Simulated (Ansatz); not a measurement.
## Geometry relaxation of SiO$_{2}$ (part 1 of 2)

System: SiO$_{2}$ (P4₂/mnm, 6 atoms in the cell).
Method: DFT, LDA, plane waves, PAW, no spin polarisation (Ansatz 0.2.0).

The structure derives from an entry of the Crystallography Open Database. Some settings of this run were made unusual or wrong on purpose.

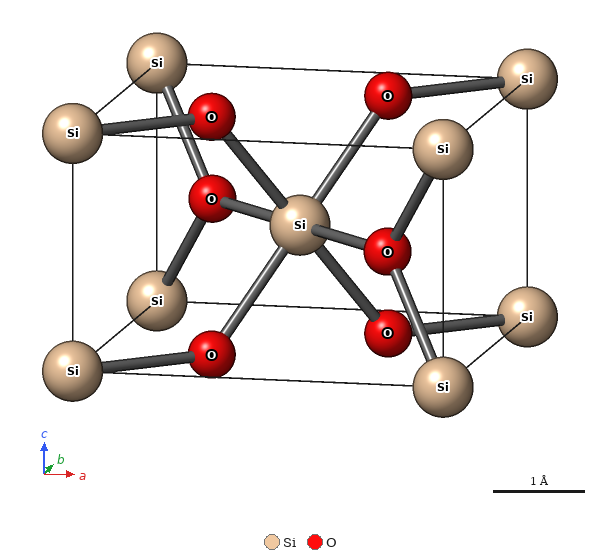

Figure 1. The input geometry (ball-and-stick view of the cell of the calculation, seen slightly off an axis). Near neighbours in the crystal (not all of them lie inside the picture): Si has 6 O at 1.76 to 1.81 Å; O has 3 Si at 1.76 to 1.81 Å.

Input file
```yaml
crystal:
  lattice:
    - [4.18928835, 0.0, 0.0]
    - [0.0, 4.18928835, 0.0]
    - [0.0, 0.0, 2.67017724]
  atoms:
    - { symbol: Si, position: [0.0, 0.0, 0.0] }
    - { symbol: Si, position: [0.5, 0.5, 0.5] }
    - { symbol: O, position: [0.3059, 0.3059, 0.0] }
    - { symbol: O, position: [0.1941, 0.8059, 0.5] }
    - { symbol: O, position: [0.6941, 0.6941, 0.0] }
    - { symbol: O, position: [0.8059, 0.1941, 0.5] }
  symmetry: { tolerance: 0.0003 }
kpoints:
  mp_grid: { grid: [4, 4, 7], shift: [0, 0, 0] }
magnetization:
  spin_polarized: false
scf:
  occupations: { method: fermi_dirac }
  max_iter: 5
hamiltonian:
  pseudopotentials: { kind: paw }
  xc: lda
basis:
  ecutwfc: 420
output:
  forces: true
  stress: true
  eigenvalues: true
relax:
  max_steps: 40
  cell: {}
```

Hardware: 1 thread of AMD EPYC (Zen 3), 64 GiB of memory available, shared host.

Launched with:
```bash
ansatz run input.yaml --threads 1 --pin off --max-ram 2560MiB --backend cpu --events-out ev --progress --plain --runs-dir out
```

The program's output
```
The last accepted step is kept in [file] (removed where the run ends without a failure and the disk answers)
Engine: ansatz 0.2.0, x86_64-unknown-linux-gnu
Pseudopotentials: kind: paw
Pseudopotential: Si, paw, valence charge 4, recommended cutoff 420 eV (normal), Si.paw.azcp
Pseudopotential: O, paw, valence charge 6, recommended cutoff 420 eV (normal), O.paw.azcp
Functional definition: SPW92
  exchange = slater_x
  correlation = pw_c
Crystal: 6 atoms, lattice volume = 46.862 Å³
Basis set: ecut = 420 eV, 917 PW (Γ)
Bands: 22, of which v1, the nominal top of the filled ones, is band 16 counted from 1 (15 counted from 0)
Symmetry: 16 space group operations
Space group: P42/mnm (ITA 136), of the structure as read, at distance tolerance 1.1e-3 Å
k-points: 24 of 112
Non-local potential: Si, projectors of the file, l = 0: 2, l = 1: 2, l = 2: 2
Non-local potential: O, projectors of the file, l = 0: 2, l = 1: 2, l = 2: 1
PAW form: soft (Blöchl's): semilocal exchange-correlation on the pseudo side does not see the compensation charge
PAW frozen core: Si, regenerated for the run's functional, and the local potential with it (the file was generated under x = pbe(κ = 0.804, μ = 0.2195149727645171), c = pbe(β = 0.06672455060314922))
PAW frozen core: O, regenerated for the run's functional, and the local potential with it (the file was generated under x = pbe(κ = 0.804, μ = 0.2195149727645171), c = pbe(β = 0.06672455060314922))
PAW one-centre angular grid: Si, 110 points (default); XC on 64 Gauss nodes
PAW one-centre angular grid: O, 110 points (default); XC on 64 Gauss nodes
Initial density: superposition of atomic densities (neutral atoms: chi_scale 0, normalization atom), corrected by the library's trained network
Initial wavefunctions: pseudopotential atomic-orbital guess
Functional: x = slater, c = lda
SCF iter   1: F=—  HF=-3445.433026 eV  |F-HF|=—  |Δ(HF+E_count)|=         —  Δρ=1.51e-2  dr2=8.45e-2  ethr=1.77e-3  ⟨swp⟩=5.7  Hψ=2843  notcnv=0
preconditioner: auto → none  [insulator: Δε(μ)=5.338 eV  Ē_g=18.388 eV  σ=0.100 eV  W_gap=1.00  n_scr=10 (ndim 8)  ℏωp=30.7 eV  f_vac=0.000  D(μ)=0.00/eV (n_scr^D=0)  ε∞_Penn≈3.8]
SCF iter   2: F=—  HF=-3445.408581 eV  |F-HF|=—  |Δ(HF+E_count)|=   2.44e-2  Δρ=5.94e-3  dr2=6.43e-3  ethr=2.64e-4  ⟨swp⟩=2.3  Hψ=1109  notcnv=0  defer=39
SCF iter   3: F=—  HF=-3445.406189 eV  |F-HF|=—  |Δ(HF+E_count)|=   2.39e-3  Δρ=1.90e-3  dr2=5.37e-4  ethr=2.01e-5  ⟨swp⟩=5.5  Hψ=3317  notcnv=0
SCF iter   4: F=—  HF=-3445.405968 eV  |F-HF|=—  |Δ(HF+E_count)|=   2.21e-4  Δρ=1.34e-4  dr2=2.78e-6  ethr=1.68e-6  ⟨swp⟩=3.0  Hψ=2376  notcnv=0
SCF iter   5: F=-3445.405967 eV  HF=-3445.405967 eV  |F-HF|=1.50e-8  |Δ(HF+E_count)|=   1.08e-6  Δρ=1.23e-5  dr2=3.25e-8  ethr=3.13e-10  ⟨swp⟩=6.0  Hψ=2512  notcnv=0
SCF 1 converged in 5 iterations: F = -3445.405967 eV  dr2 = 3.25e-8
  greatest PAW one-centre occupation: 0.855 electrons in one spin orbital (limit 2), on the O atom at site 5 (counted from 0), in its partial waves of l = 0
relax step   1: F+E_penalty+E_count = -3445.40596655 eV  Δ(F+E_penalty+E_count) = +0.000e0 eV  max|allowed force component| = 6.986e-2 eV/Å  Δτ_max = 0.0000 Å  P = -6.014 GPa  Ω = 46.862 Å³  (5 SCF iters, dr2 threshold 1.00e-7 eV, accepted)
Crystal: 6 atoms, lattice volume = 46.472 Å³
Basis set: ecut = 420 eV, 913 PW (Γ)
Initial density: handed on by an earlier stage of this run
Initial wavefunctions: those handed on with the density
iter 1 solved again at ethr=5.74e-6 eV; its pass at ethr=3.10e-3 eV (dr2=1.84e-3 eV) is discarded
SCF iter   1: F=—  HF=-3445.421870 eV  |F-HF|=—  |Δ(HF+E_count)|=         —  Δρ=2.20e-3  dr2=1.70e-3  ethr=5.74e-6  ⟨swp⟩=2.8  Hψ=2697  notcnv=0
preconditioner: auto → none  [insulator: Δε(μ)=5.634 eV  Ē_g=18.608 eV  σ=0.100 eV  W_gap=1.00  n_scr=10 (ndim 8)  ℏωp=30.8 eV  f_vac=0.000  D(μ)=0.00/eV (n_scr^D=0)  ε∞_Penn≈3.7]
SCF iter   2: F=—  HF=-3445.421309 eV  |F-HF|=—  |Δ(HF+E_count)|=   5.61e-4  Δρ=8.08e-4  dr2=1.63e-4  ethr=5.30e-6  ⟨swp⟩=2.0  Hψ=856  notcnv=0
SCF iter   3: F=—  HF=-3445.421255 eV  |F-HF|=—  |Δ(HF+E_count)|=   5.37e-5  Δρ=2.57e-4  dr2=1.72e-5  ethr=5.11e-7  ⟨swp⟩=2.7  Hψ=2566  notcnv=0
SCF iter   4: F=—  HF=-3445.421249 eV  |F-HF|=—  |Δ(HF+E_count)|=   6.13e-6  Δρ=5.99e-5  dr2=7.33e-7  ethr=5.39e-8  ⟨swp⟩=1.4  Hψ=1661  notcnv=0
SCF iter   5: F=-3445.421249 eV  HF=-3445.421249 eV  |F-HF|=5.48e-10  |Δ(HF+E_count)|=   1.80e-7  Δρ=6.79e-6  dr2=7.51e-9  ethr=1.87e-9  ⟨swp⟩=5.0  Hψ=2213  notcnv=0
SCF 2 converged in 5 iterations: F = -3445.421249 eV  dr2 = 7.51e-9
relax step   2: F+E_penalty+E_count = -3445.42124900 eV  Δ(F+E_penalty+E_count) = -1.528e-2 eV  max|allowed force component| = 2.199e-3 eV/Å  Δτ_max = 0.0007 Å  P = -3.296 GPa  Ω = 46.472 Å³  energy of the carried Pulay correction = +3.519e-3 eV  (5 SCF iters, dr2 threshold 6.00e-7 eV, accepted)
Crystal: 6 atoms, lattice volume = 45.991 Å³
iter 1 solved again at ethr=8.73e-6 eV; its pass at ethr=3.10e-3 eV (dr2=2.79e-3 eV) is discarded
SCF iter   1: F=—  HF=-3445.431542 eV  |F-HF|=—  |Δ(HF+E_count)|=         —  Δρ=2.70e-3  dr2=2.53e-3  ethr=8.73e-6  ⟨swp⟩=2.5  Hψ=2633  notcnv=0
preconditioner: auto → none  [insulator: Δε(μ)=5.809 eV  Ē_g=18.754 eV  σ=0.100 eV  W_gap=1.00  n_scr=10 (ndim 8)  ℏωp=31.0 eV  f_vac=0.000  D(μ)=0.00/eV (n_scr^D=0)  ε∞_Penn≈3.7]
SCF iter   2: F=—  HF=-3445.430720 eV  |F-HF|=—  |Δ(HF+E_count)|=   8.22e-4  Δρ=9.88e-4  dr2=2.45e-4  ethr=7.90e-6  ⟨swp⟩=2.0  Hψ=853  notcnv=0
SCF iter   3: F=—  HF=-3445.430635 eV  |F-HF|=—  |Δ(HF+E_count)|=   8.51e-5  Δρ=3.11e-4  dr2=2.75e-5  ethr=7.66e-7  ⟨swp⟩=2.9  Hψ=2693  notcnv=0
SCF iter   4: F=—  HF=-3445.430625 eV  |F-HF|=—  |Δ(HF+E_count)|=   1.01e-5  Δρ=5.62e-5  dr2=6.72e-7  ethr=8.60e-8  ⟨swp⟩=2.0  Hψ=1872  notcnv=0
SCF iter   5: F=-3445.430625 eV  HF=-3445.430625 eV  |F-HF|=4.12e-10  |Δ(HF+E_count)|=   1.41e-7  Δρ=5.01e-6  dr2=5.07e-9  ethr=1.87e-9  ⟨swp⟩=5.0  Hψ=2159  notcnv=0
SCF 3 converged in 5 iterations: F = -3445.430625 eV  dr2 = 5.07e-9
  greatest PAW one-centre occupation: 0.856 electrons in one spin orbital (limit 2), on the O atom at site 5 (counted from 0), in its partial waves of l = 0
relax step   3: F+E_penalty+E_count = -3445.43062482 eV  Δ(F+E_penalty+E_count) = -9.376e-3 eV  max|allowed force component| = 2.315e-2 eV/Å  Δτ_max = 0.0014 Å  P = +0.064 GPa  Ω = 45.991 Å³  energy of the carried Pulay correction = +7.899e-3 eV  (5 SCF iters, dr2 threshold 6.00e-7 eV, accepted)
Crystal: 6 atoms, lattice volume = 45.985 Å³
iter 1 solved again at ethr=1.22e-7 eV; its pass at ethr=3.10e-3 eV (dr2=3.91e-5 eV) is discarded
SCF iter   1: F=—  HF=-3445.430767 eV  |F-HF|=—  |Δ(HF+E_count)|=         —  Δρ=3.67e-4  dr2=4.14e-5  ethr=1.22e-7  ⟨swp⟩=2.1  Hψ=2414  notcnv=0
preconditioner: auto → none  [insulator: Δε(μ)=5.795 eV  Ē_g=18.742 eV  σ=0.100 eV  W_gap=1.00  n_scr=10 (ndim 8)  ℏωp=31.0 eV  f_vac=0.000  D(μ)=0.00/eV (n_scr^D=0)  ε∞_Penn≈3.7]
SCF iter   2: F=—  HF=-3445.430750 eV  |F-HF|=—  |Δ(HF+E_count)|=   1.69e-5  Δρ=1.38e-4  dr2=3.56e-6  ethr=1.22e-7  ⟨swp⟩=2.8  Hψ=919  notcnv=0
SCF iter   3: F=—  HF=-3445.430751 eV  |F-HF|=—  |Δ(HF+E_count)|=   1.75e-6  Δρ=3.31e-5  dr2=1.38e-7  ethr=1.11e-8  ⟨swp⟩=1.4  Hψ=1618  notcnv=0
SCF iter   4: F=—  HF=-3445.430751 eV  |F-HF|=—  |Δ(HF+E_count)|=   5.57e-9  Δρ=1.38e-5  dr2=4.97e-8  ethr=1.05e-10  ⟨swp⟩=5.2  Hψ=2066  notcnv=0
SCF iter   5: F=-3445.430751 eV  HF=-3445.430751 eV  |F-HF|=1.82e-11  |Δ(HF+E_count)|=   1.59e-8  Δρ=1.37e-6  dr2=1.51e-10  ethr=1.05e-10  ⟨swp⟩=4.0  Hψ=1744  notcnv=0
SCF 4 converged in 5 iterations: F = -3445.430751 eV  dr2 = 1.51e-10
  greatest PAW one-centre occupation: 0.856 electrons in one spin orbital (limit 2), on the O atom at site 4 (counted from 0), in its partial waves of l = 0
relax step   4: F+E_penalty+E_count = -3445.43075135 eV  Δ(F+E_penalty+E_count) = -1.265e-4 eV  max|allowed force component| = 1.856e-3 eV/Å  Δτ_max = 0.0011 Å  P = -0.002 GPa  Ω = 45.985 Å³  energy of the carried Pulay correction = +7.957e-3 eV  (5 SCF iters, dr2 threshold 3.35e-8 eV, accepted)
Initial wavefunctions: pseudopotential atomic-orbital guess (no wavefunctions were taken with the density)
iter 1 solved again at ethr=1.44e-7 eV; its pass at ethr=3.10e-3 eV (dr2=4.61e-5 eV) is discarded
SCF iter   1: F=—  HF=-3445.423537 eV  |F-HF|=—  |Δ(HF+E_count)|=         —  Δρ=2.51e-4  dr2=4.09e-6  ethr=1.44e-7  ⟨swp⟩=3.1  Hψ=4280  notcnv=0
preconditioner: auto → none  [insulator: Δε(μ)=5.794 eV  Ē_g=18.741 eV  σ=0.100 eV  W_gap=1.00  n_scr=10 (ndim 8)  ℏωp=31.0 eV  f_vac=0.000  D(μ)=0.00/eV (n_scr^D=0)  ε∞_Penn≈3.7]
SCF iter   2: F=—  HF=-3445.423535 eV  |F-HF|=—  |Δ(HF+E_count)|=   2.00e-6  Δρ=1.13e-4  dr2=1.04e-6  ethr=1.28e-8  ⟨swp⟩=2.0  Hψ=817  notcnv=0
SCF iter   3: F=—  HF=-3445.423535 eV  |F-HF|=—  |Δ(HF+E_count)|=   5.63e-7  Δρ=4.20e-5  dr2=1.67e-7  ethr=3.26e-9  ⟨swp⟩=2.5  Hψ=1836  notcnv=0
SCF iter   4: F=—  HF=-3445.423535 eV  |F-HF|=—  |Δ(HF+E_count)|=   2.52e-8  Δρ=2.93e-6  dr2=9.90e-10  ethr=5.23e-10  ⟨swp⟩=1.0  Hψ=1466  notcnv=0
SCF iter   5: F=-3445.423535 eV  HF=-3445.423535 eV  |F-HF|=1.36e-12  |Δ(HF+E_count)|=  2.23e-10  Δρ=3.02e-7  dr2=1.19e-11  ethr=1.00e-12  ⟨swp⟩=3.0  Hψ=2242  notcnv=0
SCF 5 converged in 5 iterations: F = -3445.423535 eV  dr2 = 1.19e-11
relax step   5: F+E_penalty+E_count = -3445.42353539 eV  Δ(F+E_penalty+E_count) = +7.216e-3 eV  max|allowed force component| = 2.015e-3 eV/Å  Δτ_max = 0.0000 Å  P = -0.282 GPa  Ω = 45.985 Å³  stress off target by 2.92e-1 GPa  SCF on the basis re-selected at this cell (its energy is not comparable with the rows above)  (5 SCF iters)
basis re-selected at this cell: Δ(F+E_penalty+E_count) = +7.216e-3 eV, ΔP = -0.279 GPa vs the last step (what re-selecting the basis moved, of the pressure what is left beyond the Pulay correction that the steps carried, after the strain that the cell walked since its last selection, with what the two solves' SCF thresholds leave and, on support functions, any second-order correction that the steps lacked; it is no measure of the basis error at this ecutwfc). This SCF's stress stands 2.92e-1 GPa from its target on what of the cell is left free (relax.cell.stress_tol is 5.00e-2 GPa) and its largest allowed force component is 2.02e-3 eV/Å (relax.f_tol is 1.00e-2 eV/Å): not within both, so this SCF does not close the relaxation
Crystal: 6 atoms, lattice volume = 45.946 Å³
iter 1 solved again at ethr=5.98e-8 eV; its pass at ethr=3.10e-3 eV (dr2=1.92e-5 eV) is discarded
SCF iter   1: F=—  HF=-3445.423932 eV  |F-HF|=—  |Δ(HF+E_count)|=         —  Δρ=2.23e-4  dr2=1.71e-5  ethr=5.98e-8  ⟨swp⟩=2.6  Hψ=2557  notcnv=0
SCF iter   2: F=—  HF=-3445.423926 eV  |F-HF|=—  |Δ(HF+E_count)|=   5.60e-6  Δρ=8.05e-5  dr2=1.64e-6  ethr=5.36e-8  ⟨swp⟩=2.0  Hψ=854  notcnv=0
SCF iter   3: F=-3445.423926 eV  HF=-3445.423926 eV  |F-HF|=8.69e-8  |Δ(HF+E_count)|=   5.57e-7  Δρ=2.50e-5  dr2=1.79e-7  ethr=6.65e-10  ⟨swp⟩=5.9  Hψ=2453  notcnv=0
SCF 6 converged in 3 iterations: F = -3445.423926 eV  dr2 = 1.79e-7
relax step   6: F+E_penalty+E_count = -3445.42392564 eV  Δ(F+E_penalty+E_count) = -3.902e-4 eV  max|allowed force component| = 2.277e-4 eV/Å  Δτ_max = 0.0001 Å  P = -0.008 GPa  Ω = 45.946 Å³  energy of the carried Pulay correction = +3.564e-4 eV  (3 SCF iters, dr2 threshold 2.13e-7 eV, accepted)
iter 1 solved again at ethr=1.59e-7 eV; its pass at ethr=3.10e-3 eV (dr2=5.08e-5 eV) is discarded
SCF iter   1: F=—  HF=-3445.423580 eV  |F-HF|=—  |Δ(HF+E_count)|=         —  Δρ=2.88e-5  dr2=1.85e-7  ethr=1.59e-7  ⟨swp⟩=3.1  Hψ=4276  notcnv=0
preconditioner: auto → none  [insulator: Δε(μ)=5.808 eV  Ē_g=18.753 eV  σ=0.100 eV  W_gap=1.00  n_scr=10 (ndim 8)  ℏωp=31.0 eV  f_vac=0.000  D(μ)=0.00/eV (n_scr^D=0)  ε∞_Penn≈3.7]
SCF iter   2: F=—  HF=-3445.423582 eV  |F-HF|=—  |Δ(HF+E_count)|=   2.01e-6  Δρ=1.37e-5  dr2=3.70e-8  ethr=5.79e-10  ⟨swp⟩=2.5  Hψ=820  notcnv=0
SCF iter   3: F=—  HF=-3445.423582 eV  |F-HF|=—  |Δ(HF+E_count)|=   1.41e-8  Δρ=8.23e-7  dr2=1.06e-10  ethr=1.16e-10  ⟨swp⟩=2.5  Hψ=1908  notcnv=0
SCF iter   4: F=—  HF=-3445.423582 eV  |F-HF|=—  |Δ(HF+E_count)|=  1.05e-11  Δρ=5.08e-7  dr2=7.99e-11  ethr=1.00e-12  ⟨swp⟩=5.0  Hψ=1950  notcnv=0
SCF iter   5: F=-3445.423582 eV  HF=-3445.423582 eV  |F-HF|=0.00e0  |Δ(HF+E_count)|=  2.64e-11  Δρ=5.21e-8  dr2=3.88e-13  ethr=1.00e-12  ⟨swp⟩=3.0  Hψ=2039  notcnv=0
SCF 7 converged in 5 iterations: F = -3445.423582 eV  dr2 = 3.88e-13
relax step   7: F+E_penalty+E_count = -3445.42358168 eV  Δ(F+E_penalty+E_count) = +3.440e-4 eV  max|allowed force component| = 2.148e-4 eV/Å  Δτ_max = 0.0000 Å  P = -0.011 GPa  Ω = 45.946 Å³  stress off target by 1.30e-2 GPa  SCF on the basis re-selected at this cell (its energy is not comparable with the rows above)  (5 SCF iters)
```
